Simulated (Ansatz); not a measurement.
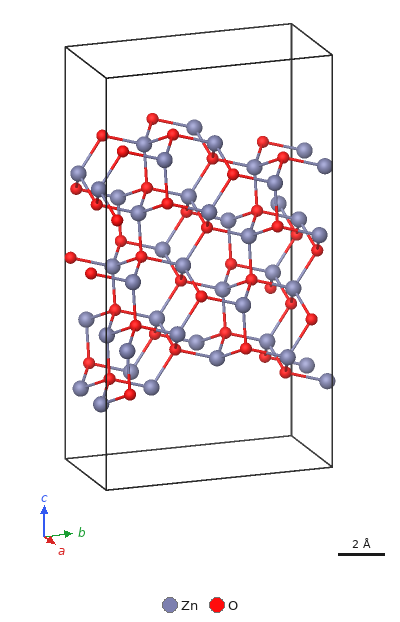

*The input geometry (ball-and-stick view of the 2 × 1 repeat of the cell, with the vacuum cut short, seen slightly off an axis). An atom can appear more than once, as a periodic image.*

**Geometry relaxation of ZnO (part 1 of 4)**

- system: ZnO (slab, 36 atoms in the cell)
- method: DFT PBEsol, scalar-relativistic, plane waves, PAW, no spin polarisation (Ansatz 0.2.0)

The structure derives from an entry of the Crystallography Open Database. It belongs to a series of runs on one base structure; here: (2 0 1) slab, atoms relaxed.

The input:
```yaml
crystal:
  lattice:
    - [3.2300235054, 0.0, 0.0]
    - [-1.6150117527, 10.7972391836, 0.0]
    - [0.0, 0.0, 26.5441468426]
  atoms:
    - { symbol: Zn, position: [0.5108170502, 0.0216341005, 0.2825481657] }
    - { symbol: Zn, position: [0.1386136862, 0.2772273724, 0.291030187] }
    - { symbol: O, position: [0.4224426054, 0.8448852108, 0.3018327896] }
    - { symbol: O, position: [0.0502392414, 0.1004784828, 0.310314811] }
    - { symbol: Zn, position: [0.2775968662, 0.5551937324, 0.3334402936] }
    - { symbol: Zn, position: [0.9053935022, 0.8107870044, 0.3419223149] }
    - { symbol: O, position: [0.1892224214, 0.3784448428, 0.3527249176] }
    - { symbol: O, position: [0.8170190574, 0.6340381147, 0.3612069389] }
    - { symbol: Zn, position: [0.0443766822, 0.0887533643, 0.3843324215] }
    - { symbol: Zn, position: [0.6721733182, 0.3443466363, 0.3928144428] }
    - { symbol: O, position: [0.9560022373, 0.9120044747, 0.4036170455] }
    - { symbol: O, position: [0.5837988733, 0.1675977467, 0.4120990668] }
    - { symbol: Zn, position: [0.8111564981, 0.6223129963, 0.4352245494] }
    - { symbol: Zn, position: [0.4389531341, 0.8779062683, 0.4437065708] }
    - { symbol: O, position: [0.7227820533, 0.4455641066, 0.4545091734] }
    - { symbol: O, position: [0.3505786893, 0.7011573786, 0.4629911947] }
    - { symbol: Zn, position: [0.5779363141, 0.1558726282, 0.4861166774] }
    - { symbol: Zn, position: [0.2057329501, 0.4114659002, 0.4945986987] }
    - { symbol: O, position: [0.4895618693, 0.9791237386, 0.5054013013] }
    - { symbol: O, position: [0.1173585053, 0.2347170106, 0.5138833226] }
    - { symbol: Zn, position: [0.3447161301, 0.6894322601, 0.5370088053] }
    - { symbol: Zn, position: [0.9725127661, 0.9450255321, 0.5454908266] }
    - { symbol: O, position: [0.2563416853, 0.5126833705, 0.5562934292] }
    - { symbol: O, position: [0.8841383212, 0.7682766425, 0.5647754506] }
    - { symbol: Zn, position: [0.111495946, 0.2229918921, 0.5879009332] }
    - { symbol: Zn, position: [0.739292582, 0.4785851641, 0.5963829545] }
    - { symbol: O, position: [0.0231215012, 0.0462430024, 0.6071855572] }
    - { symbol: O, position: [0.6509181372, 0.3018362744, 0.6156675785] }
    - { symbol: Zn, position: [0.878275762, 0.756551524, 0.6387930611] }
    - { symbol: Zn, position: [0.506072398, 0.012144796, 0.6472750824] }
    - { symbol: O, position: [0.7899013172, 0.5798026344, 0.6580776851] }
    - { symbol: O, position: [0.4176979532, 0.8353959064, 0.6665597064] }
    - { symbol: Zn, position: [0.645055578, 0.2901111559, 0.689685189] }
    - { symbol: Zn, position: [0.272852214, 0.5457044279, 0.6981672104] }
    - { symbol: O, position: [0.5566811332, 0.1133622663, 0.708969813] }
    - { symbol: O, position: [0.1844777692, 0.3689555383, 0.7174518343] }
basis:
  ecutwfc: 420
kpoints:
  mp_grid: { grid: [8, 3, 1] }
hamiltonian:
  xc: pbesol
scf:
  occupations: { method: gaussian, width: 0.05 }
output:
  forces: true
  eigenvalues: true
  write_density: true
  write_potential: true
  elf: true
  volumetric_format: npy
relax:
  adjacent_minimum: "off"
  f_tol: 0.02
  max_steps: 60
efield:
  axis: 3
  dipole_correction: true
  ramp_width: 0.04
```

Run on 4 threads of Intel Xeon @ 2.50GHz (Skylake/Cascade Lake), 189 GiB of memory available, shared host.

Launched with:
```bash
ansatz run input.yaml --threads 4 --pin off --max-ram 10240MiB --backend cpu --events-out ev --progress --plain --runs-dir out
```

Log:
```
Warning: crystal.symmetry: narrowed to the stabiliser of the k-point mesh — unitary ops 2 → 1; excluded 1 operation that carries a point of the 8×3×1 mesh (shift [0, 0, 0]) off the mesh (the run samples exactly the mesh kpoints.mp_grid names, as under crystal.symmetry.detect: false, and its converged state has the mesh's symmetry, not the crystal's; ε∞, the Born charges and the force constants of a linear response (`dielectric:` by the response, `phonons.method: dfpt`) are averaged over those of the crystal's operations that the state keeps within a tolerance, where `mesh_tensors`, `unaveraged_element` or `gamma_mean_max_change_ev_ang2` stands beside them; a row that `dielectric.field_direction` solves alone is averaged likewise, with nothing beside; a Γ-centred mesh of equal divisions is mapped onto itself by every operation and keeps the whole group, as does a half-shifted one under kpoints.further_shifts: images)
Engine: ansatz 0.2.0, x86_64-unknown-linux-gnu
Pseudopotentials: kind: paw
Pseudopotential: Zn, paw, valence charge 12, recommended cutoff 420 eV (normal), Zn.paw.azcp
Pseudopotential: O, paw, valence charge 6, recommended cutoff 420 eV (normal), O.paw.azcp
Functional definition: PBEsol
  exchange = pbesol_x
  correlation = pbesol_c
Crystal: 36 atoms, lattice volume = 925.736 Å³
Basis set: ecut = 420 eV, 18193 PW (Γ), exchange–correlation on 48×150×360 points (8 copies of the dense FFT grid, shifted against one another)
Bands: 198, of which v1, the nominal top of the filled ones, is band 162 counted from 1 (161 counted from 0)
Symmetry: 1 space group operations
k-points: 13 of 24 (time reversal used)
Non-local potential: Zn, projectors of the file, l = 0: 2, l = 1: 2, l = 2: 3, l = 3: 1
Non-local potential: O, projectors of the file, l = 0: 2, l = 1: 2, l = 2: 1
PAW form: soft (Blöchl's): semilocal exchange-correlation on the pseudo side does not see the compensation charge
PAW frozen core: Zn, regenerated for the run's functional, and the local potential with it (the file was generated under x = pbe(κ = 0.804, μ = 0.2195149727645171), c = pbe(β = 0.06672455060314922))
PAW frozen core: O, regenerated for the run's functional, and the local potential with it (the file was generated under x = pbe(κ = 0.804, μ = 0.2195149727645171), c = pbe(β = 0.06672455060314922))
PAW one-centre angular grid: Zn, 590 points (default); XC on 64 Gauss nodes
PAW one-centre angular grid: O, 110 points (default); XC on 64 Gauss nodes
Initial density: superposition of atomic densities (neutral atoms: chi_scale 0, normalization atom), corrected by the library's trained network
Initial wavefunctions: pseudopotential atomic-orbital guess
Functional: x = pbesol(κ = 0.804, μ = 0.12345679012345678), c = pbesol(β = 0.046)
SCF iter   1: F=—  HF=-69148.914881 eV  |F-HF|=—  |Δ(HF+E_count)|=         —  Δρ=1.22e-2  dr2=1.82e0  ethr=1.77e-3  p=-0.444 e·Å  D=-8.67e-2 V/Å  ΔV_dip=2.30 eV  dr2_dipole=2.77e-1  V_vac-E_F(+/−)=6.82/4.52 eV  ⟨swp⟩=7.9  Hψ=12312  notcnv=0  defer=242
efield: sawtooth ramp at fractional position 0.9800 (placed from the atoms, in the widest stretch of the axis that holds none; the zero of the levels goes with the place), width 0.0400; the density the first Hamiltonian is built on has a dipole p = -0.444 e·Å; the dipole correction subtracts the counter field D = -8.67e-2 V/Å, which shifts the + side's vacuum level by +2.30 eV against the − side's; the planar-averaged density in the ramp window peaks in size at 8.9e-6 e/Å³
preconditioner: auto → LDOS  [metal: Δε(μ)=0.046 eV  Ē_g=11.654 eV  σ=0.050 eV  W_gap=0.45  n_scr=180 (ndim 8)  ℏωp=22.0 eV  f_vac=0.507  D(μ)=6.64/eV (n_scr^D=26)  β→1.0]
SCF iter   2: F=—  HF=-69149.353580 eV  |F-HF|=—  |Δ(HF+E_count)|=   4.39e-1  Δρ=2.08e-2  dr2=3.66e0  ethr=5.61e-4  p=-0.647 e·Å  D=-1.26e-1 V/Å  ΔV_dip=3.36 eV  dr2_dipole=1.40e-1  V_vac-E_F(+/−)=7.13/3.78 eV  ⟨swp⟩=3.0  Hψ=5173  notcnv=0  defer=401
SCF iter   3: F=—  HF=-69148.710288 eV  |F-HF|=—  |Δ(HF+E_count)|=   6.43e-1  Δρ=8.69e-3  dr2=5.91e-1  ethr=5.61e-4  p=-0.587 e·Å  D=-1.15e-1 V/Å  ΔV_dip=3.04 eV  dr2_dipole=3.63e-2  V_vac-E_F(+/−)=7.08/4.03 eV  ⟨swp⟩=2.0  Hψ=4880  notcnv=0  defer=400
SCF iter   4: F=—  HF=-69148.759753 eV  |F-HF|=—  |Δ(HF+E_count)|=   4.95e-2  Δρ=8.54e-3  dr2=5.33e0  ethr=1.82e-4  p=-0.643 e·Å  D=-1.26e-1 V/Å  ΔV_dip=3.34 eV  dr2_dipole=2.75e0  V_vac-E_F(+/−)=7.07/3.73 eV  ⟨swp⟩=3.0  Hψ=4508  notcnv=0  defer=394  recentre
SCF iter   5: F=—  HF=-69148.600911 eV  |F-HF|=—  |Δ(HF+E_count)|=   1.59e-1  Δρ=2.96e-3  dr2=2.45e-1  ethr=1.82e-4  p=-0.561 e·Å  D=-1.10e-1 V/Å  ΔV_dip=2.91 eV  dr2_dipole=8.21e-2  V_vac-E_F(+/−)=7.04/4.13 eV  ⟨swp⟩=2.4  Hψ=4850  notcnv=0  defer=393
SCF iter   6: F=—  HF=-69148.599067 eV  |F-HF|=—  |Δ(HF+E_count)|=   1.84e-3  Δρ=2.46e-3  dr2=2.15e-1  ethr=7.56e-5  p=-0.558 e·Å  D=-1.09e-1 V/Å  ΔV_dip=2.90 eV  dr2_dipole=8.67e-2  V_vac-E_F(+/−)=7.06/4.16 eV  ⟨swp⟩=1.5  Hψ=2306  notcnv=0  defer=393
SCF iter   7: F=—  HF=-69148.593067 eV  |F-HF|=—  |Δ(HF+E_count)|=   6.00e-3  Δρ=1.30e-3  dr2=9.13e-2  ethr=6.63e-5  p=-0.577 e·Å  D=-1.13e-1 V/Å  ΔV_dip=2.99 eV  dr2_dipole=5.65e-2  V_vac-E_F(+/−)=7.11/4.12 eV  ⟨swp⟩=1.1  Hψ=2178  notcnv=0  defer=393
SCF iter   8: F=—  HF=-69148.590088 eV  |F-HF|=—  |Δ(HF+E_count)|=   2.98e-3  Δρ=1.05e-3  dr2=6.96e-2  ethr=2.82e-5  p=-0.585 e·Å  D=-1.14e-1 V/Å  ΔV_dip=3.04 eV  dr2_dipole=4.44e-2  V_vac-E_F(+/−)=7.13/4.09 eV  ⟨swp⟩=1.0  Hψ=2177  notcnv=0  defer=393
SCF iter   9: F=—  HF=-69148.588275 eV  |F-HF|=—  |Δ(HF+E_count)|=   1.81e-3  Δρ=9.06e-4  dr2=5.32e-2  ethr=2.15e-5  p=-0.595 e·Å  D=-1.16e-1 V/Å  ΔV_dip=3.09 eV  dr2_dipole=3.34e-2  V_vac-E_F(+/−)=7.14/4.05 eV  ⟨swp⟩=1.0  Hψ=2301  notcnv=0  defer=393
SCF iter  10: F=—  HF=-69148.586655 eV  |F-HF|=—  |Δ(HF+E_count)|=   1.62e-3  Δρ=8.51e-4  dr2=4.22e-2  ethr=1.64e-5  p=-0.602 e·Å  D=-1.18e-1 V/Å  ΔV_dip=3.13 eV  dr2_dipole=2.47e-2  V_vac-E_F(+/−)=7.14/4.02 eV  ⟨swp⟩=1.2  Hψ=2593  notcnv=0  defer=392
SCF iter  11: F=—  HF=-69148.584376 eV  |F-HF|=—  |Δ(HF+E_count)|=   2.28e-3  Δρ=6.48e-4  dr2=1.20e-2  ethr=1.30e-5  p=-0.618 e·Å  D=-1.21e-1 V/Å  ΔV_dip=3.20 eV  dr2_dipole=4.50e-3  V_vac-E_F(+/−)=7.15/3.94 eV  ⟨swp⟩=1.8  Hψ=2372  notcnv=0  defer=392
SCF iter  12: F=—  HF=-69148.584272 eV  |F-HF|=—  |Δ(HF+E_count)|=   1.03e-4  Δρ=4.17e-4  dr2=1.34e-2  ethr=3.70e-6  p=-0.623 e·Å  D=-1.22e-1 V/Å  ΔV_dip=3.23 eV  dr2_dipole=7.18e-3  V_vac-E_F(+/−)=7.15/3.92 eV  ⟨swp⟩=2.0  Hψ=3427  notcnv=0  defer=392
SCF iter  13: F=—  HF=-69148.585318 eV  |F-HF|=—  |Δ(HF+E_count)|=   1.05e-3  Δρ=6.87e-4  dr2=2.61e-2  ethr=3.70e-6  p=-0.610 e·Å  D=-1.19e-1 V/Å  ΔV_dip=3.16 eV  dr2_dipole=1.48e-2  V_vac-E_F(+/−)=7.14/3.97 eV  ⟨swp⟩=1.4  Hψ=2477  notcnv=0  defer=392
SCF iter  14: F=—  HF=-69148.586139 eV  |F-HF|=—  |Δ(HF+E_count)|=   8.21e-4  Δρ=6.32e-4  dr2=2.84e-2  ethr=3.70e-6  p=-0.606 e·Å  D=-1.19e-1 V/Å  ΔV_dip=3.15 eV  dr2_dipole=1.76e-2  V_vac-E_F(+/−)=7.14/3.99 eV  ⟨swp⟩=1.6  Hψ=2561  notcnv=0  defer=392
SCF iter  15: F=—  HF=-69148.584674 eV  |F-HF|=—  |Δ(HF+E_count)|=   1.46e-3  Δρ=4.50e-4  dr2=1.62e-2  ethr=3.70e-6  p=-0.612 e·Å  D=-1.20e-1 V/Å  ΔV_dip=3.18 eV  dr2_dipole=9.98e-3  V_vac-E_F(+/−)=7.14/3.96 eV  ⟨swp⟩=1.2  Hψ=2324  notcnv=0  defer=392
SCF iter  16: F=—  HF=-69148.584150 eV  |F-HF|=—  |Δ(HF+E_count)|=   5.24e-4  Δρ=3.62e-4  dr2=1.36e-2  ethr=3.70e-6  p=-0.621 e·Å  D=-1.21e-1 V/Å  ΔV_dip=3.22 eV  dr2_dipole=9.03e-3  V_vac-E_F(+/−)=7.14/3.92 eV  ⟨swp⟩=1.2  Hψ=2579  notcnv=0  defer=392
SCF iter  17: F=—  HF=-69148.584025 eV  |F-HF|=—  |Δ(HF+E_count)|=   1.25e-4  Δρ=1.25e-4  dr2=2.68e-4  ethr=3.70e-6  p=-0.618 e·Å  D=-1.21e-1 V/Å  ΔV_dip=3.21 eV  dr2_dipole=7.18e-5  V_vac-E_F(+/−)=7.14/3.93 eV  ⟨swp⟩=1.0  Hψ=2364  notcnv=0  defer=392
SCF iter  18: F=—  HF=-69148.584006 eV  |F-HF|=—  |Δ(HF+E_count)|=   1.91e-5  Δρ=1.16e-4  dr2=7.51e-4  ethr=8.27e-8  p=-0.619 e·Å  D=-1.21e-1 V/Å  ΔV_dip=3.21 eV  dr2_dipole=4.75e-4  V_vac-E_F(+/−)=7.14/3.93 eV  ⟨swp⟩=2.0  Hψ=4024  notcnv=0  defer=392
SCF iter  19: F=—  HF=-69148.584048 eV  |F-HF|=—  |Δ(HF+E_count)|=   4.16e-5  Δρ=1.54e-4  dr2=2.30e-3  ethr=8.27e-8  p=-0.619 e·Å  D=-1.21e-1 V/Å  ΔV_dip=3.21 eV  dr2_dipole=1.53e-3  V_vac-E_F(+/−)=7.14/3.92 eV  ⟨swp⟩=1.9  Hψ=2216  notcnv=0  defer=392  recentre
SCF iter  20: F=—  HF=-69148.584019 eV  |F-HF|=—  |Δ(HF+E_count)|=   2.88e-5  Δρ=5.50e-5  dr2=1.09e-4  ethr=8.27e-8  p=-0.618 e·Å  D=-1.21e-1 V/Å  ΔV_dip=3.21 eV  dr2_dipole=6.28e-5  V_vac-E_F(+/−)=7.14/3.93 eV  ⟨swp⟩=1.0  Hψ=2181  notcnv=0  defer=392
SCF iter  21: F=—  HF=-69148.584021 eV  |F-HF|=—  |Δ(HF+E_count)|=   2.62e-6  Δρ=3.27e-5  dr2=5.23e-5  ethr=3.38e-8  p=-0.618 e·Å  D=-1.21e-1 V/Å  ΔV_dip=3.21 eV  dr2_dipole=2.79e-5  V_vac-E_F(+/−)=7.14/3.93 eV  ⟨swp⟩=1.0  Hψ=2242  notcnv=0  defer=392
SCF iter  22: F=-69148.584019 eV  HF=-69148.584023 eV  |F-HF|=3.30e-6  |Δ(HF+E_count)|=   1.17e-6  Δρ=2.51e-5  dr2=8.13e-6  ethr=3.09e-9  p=-0.618 e·Å  D=-1.21e-1 V/Å  ΔV_dip=3.21 eV  dr2_dipole=1.09e-6  V_vac-E_F(+/−)=7.14/3.93 eV  ⟨swp⟩=26.1  Hψ=30411  notcnv=0
SCF 1 converged in 22 iterations: F = -69148.584019 eV  dr2 = 8.13e-6
  greatest PAW one-centre occupation: 0.988 electrons in one spin orbital (limit 2), on the Zn atom at site 0 (counted from 0), in its partial waves of l = 2
relax step   1: F+E_penalty+E_count = -69148.58401922 eV  Δ(F+E_penalty+E_count) = +0.000e0 eV  max|allowed force component| = 1.690e0 eV/Å  Δτ_max = 0.0000 Å  (22 SCF iters, dr2 threshold 1.00e-5 eV, accepted)
Initial density: handed on by an earlier stage of this run
Initial wavefunctions: those handed on with the density
iter 1 solved again at ethr=7.49e-5 eV; its pass at ethr=3.10e-3 eV (dr2=2.43e-1 eV) is discarded
SCF iter   1: F=—  HF=-69149.465343 eV  |F-HF|=—  |Δ(HF+E_count)|=         —  Δρ=5.97e-3  dr2=2.44e-1  ethr=7.49e-5  p=-0.618 e·Å  D=-1.21e-1 V/Å  ΔV_dip=3.21 eV  dr2_dipole=1.19e-4  V_vac-E_F(+/−)=7.19/3.98 eV  ⟨swp⟩=1.8  Hψ=9322  notcnv=0  defer=384
efield: sawtooth ramp at fractional position 0.9800 (handed on by an earlier solve), width 0.0400; the density the first Hamiltonian is built on has a dipole p = -0.618 e·Å; the dipole correction subtracts the counter field D = -1.21e-1 V/Å, which shifts the + side's vacuum level by +3.21 eV against the − side's; the planar-averaged density in the ramp window peaks in size at 4.7e-6 e/Å³
preconditioner: auto → LDOS  [insulator: Δε(μ)=0.065 eV  Ē_g=11.684 eV  σ=0.050 eV  W_gap=0.56  n_scr=180 (ndim 8)  ℏωp=22.0 eV  f_vac=0.513  D(μ)=15.98/eV (n_scr^D=72)  ε∞_Penn≈4.5  β→1.0]
SCF iter   2: F=—  HF=-69149.454172 eV  |F-HF|=—  |Δ(HF+E_count)|=   1.12e-2  Δρ=4.56e-3  dr2=1.94e-1  ethr=7.49e-5  p=-0.606 e·Å  D=-1.18e-1 V/Å  ΔV_dip=3.14 eV  dr2_dipole=5.36e-3  V_vac-E_F(+/−)=7.06/3.92 eV  ⟨swp⟩=2.8  Hψ=4420  notcnv=0  defer=384
SCF iter   3: F=—  HF=-69149.427909 eV  |F-HF|=—  |Δ(HF+E_count)|=   2.63e-2  Δρ=2.43e-3  dr2=8.99e-2  ethr=5.98e-5  p=-0.573 e·Å  D=-1.12e-1 V/Å  ΔV_dip=2.97 eV  dr2_dipole=2.52e-3  V_vac-E_F(+/−)=7.12/4.15 eV  ⟨swp⟩=2.1  Hψ=4976  notcnv=0  defer=389
SCF iter   4: F=—  HF=-69149.412165 eV  |F-HF|=—  |Δ(HF+E_count)|=   1.57e-2  Δρ=9.62e-4  dr2=1.25e-2  ethr=2.77e-5  p=-0.599 e·Å  D=-1.17e-1 V/Å  ΔV_dip=3.11 eV  dr2_dipole=1.87e-4  V_vac-E_F(+/−)=7.12/4.02 eV  ⟨swp⟩=2.0  Hψ=4221  notcnv=0  defer=389
SCF iter   5: F=—  HF=-69149.410673 eV  |F-HF|=—  |Δ(HF+E_count)|=   1.49e-3  Δρ=4.60e-4  dr2=3.80e-3  ethr=3.85e-6  p=-0.594 e·Å  D=-1.16e-1 V/Å  ΔV_dip=3.08 eV  dr2_dipole=1.74e-5  V_vac-E_F(+/−)=7.11/4.03 eV  ⟨swp⟩=2.0  Hψ=4424  notcnv=0  defer=382
SCF iter   6: F=—  HF=-69149.410638 eV  |F-HF|=—  |Δ(HF+E_count)|=   3.52e-5  Δρ=3.43e-4  dr2=2.01e-3  ethr=1.17e-6  p=-0.596 e·Å  D=-1.16e-1 V/Å  ΔV_dip=3.09 eV  dr2_dipole=9.04e-5  V_vac-E_F(+/−)=7.10/4.01 eV  ⟨swp⟩=2.0  Hψ=3366  notcnv=0  defer=382
SCF iter   7: F=—  HF=-69149.410615 eV  |F-HF|=—  |Δ(HF+E_count)|=   2.30e-5  Δρ=2.53e-4  dr2=8.73e-4  ethr=6.19e-7  p=-0.592 e·Å  D=-1.16e-1 V/Å  ΔV_dip=3.07 eV  dr2_dipole=3.71e-6  V_vac-E_F(+/−)=7.10/4.02 eV  ⟨swp⟩=2.0  Hψ=3201  notcnv=0  defer=382
SCF iter   8: F=—  HF=-69149.410617 eV  |F-HF|=—  |Δ(HF+E_count)|=   1.92e-6  Δρ=1.93e-4  dr2=3.95e-4  ethr=2.69e-7  p=-0.592 e·Å  D=-1.16e-1 V/Å  ΔV_dip=3.07 eV  dr2_dipole=1.07e-5  V_vac-E_F(+/−)=7.09/4.02 eV  ⟨swp⟩=2.0  Hψ=4088  notcnv=0  defer=382
SCF iter   9: F=—  HF=-69149.410614 eV  |F-HF|=—  |Δ(HF+E_count)|=   2.83e-6  Δρ=1.57e-4  dr2=2.30e-4  ethr=1.22e-7  p=-0.590 e·Å  D=-1.15e-1 V/Å  ΔV_dip=3.06 eV  dr2_dipole=3.09e-7  V_vac-E_F(+/−)=7.08/4.02 eV  ⟨swp⟩=2.0  Hψ=4021  notcnv=0  defer=382
SCF iter  10: F=—  HF=-69149.410619 eV  |F-HF|=—  |Δ(HF+E_count)|=   4.49e-6  Δρ=1.38e-4  dr2=1.75e-4  ethr=7.09e-8  p=-0.589 e·Å  D=-1.15e-1 V/Å  ΔV_dip=3.06 eV  dr2_dipole=2.25e-6  V_vac-E_F(+/−)=7.08/4.02 eV  ⟨swp⟩=2.0  Hψ=2829  notcnv=0  defer=382
SCF iter  11: F=—  HF=-69149.410615 eV  |F-HF|=—  |Δ(HF+E_count)|=   3.34e-6  Δρ=1.18e-4  dr2=1.43e-4  ethr=5.40e-8  p=-0.591 e·Å  D=-1.15e-1 V/Å  ΔV_dip=3.06 eV  dr2_dipole=1.38e-6  V_vac-E_F(+/−)=7.08/4.02 eV  ⟨swp⟩=2.0  Hψ=2569  notcnv=0  defer=382
SCF iter  12: F=-69149.410564 eV  HF=-69149.410613 eV  |F-HF|=4.97e-5  |Δ(HF+E_count)|=   2.11e-6  Δρ=9.35e-5  dr2=9.54e-5  ethr=3.09e-8  p=-0.590 e·Å  D=-1.15e-1 V/Å  ΔV_dip=3.06 eV  dr2_dipole=4.40e-6  V_vac-E_F(+/−)=7.09/4.03 eV  ⟨swp⟩=23.2  Hψ=28526  notcnv=0
SCF 2 converged in 12 iterations: F = -69149.410564 eV  dr2 = 9.54e-5
[... from here on the iterations of each SCF are left out, up to the last one ...]
relax step   2: F+E_penalty+E_count = -69149.41056352 eV  Δ(F+E_penalty+E_count) = -8.265e-1 eV  max|allowed force component| = 1.297e0 eV/Å  Δτ_max = 0.1628 Å  (12 SCF iters, dr2 threshold 1.00e-4 eV, accepted)
[... from here on the SCF iterations and repeated set-up lines of each step are left out, up to the last step ...]
SCF 3 converged in 14 iterations: F = -69150.148245 eV  dr2 = 5.03e-6
relax step   3: F+E_penalty+E_count = -69150.14824452 eV  Δ(F+E_penalty+E_count) = -7.377e-1 eV  max|allowed force component| = 8.610e-1 eV/Å  Δτ_max = 0.1977 Å  (14 SCF iters, dr2 threshold 1.00e-4 eV, accepted)
SCF 4 converged in 12 iterations: F = -69150.261985 eV  dr2 = 9.11e-5
relax step   4: F+E_penalty+E_count = -69150.26198481 eV  Δ(F+E_penalty+E_count) = -1.137e-1 eV  max|allowed force component| = 2.072e-1 eV/Å  Δτ_max = 0.2000 Å  (12 SCF iters, dr2 threshold 1.00e-4 eV, accepted)
SCF 5 converged in 13 iterations: F = -69150.285845 eV  dr2 = 1.38e-6
relax step   5: F+E_penalty+E_count = -69150.28584489 eV  Δ(F+E_penalty+E_count) = -2.386e-2 eV  max|allowed force component| = 8.307e-2 eV/Å  Δτ_max = 0.1005 Å  (13 SCF iters, dr2 threshold 2.68e-6 eV, accepted)
SCF 6 converged in 14 iterations: F = -69150.278452 eV  dr2 = 3.82e-7
relax step   6: F+E_penalty+E_count = -69150.27845241 eV  Δ(F+E_penalty+E_count) = +7.392e-3 eV  max|allowed force component| = 1.060e-1 eV/Å  Δτ_max = 0.0806 Å  (14 SCF iters, dr2 threshold 4.31e-7 eV, rejected (line search))
SCF 7 converged in 21 iterations: F = -69150.290476 eV  dr2 = 1.28e-8
```
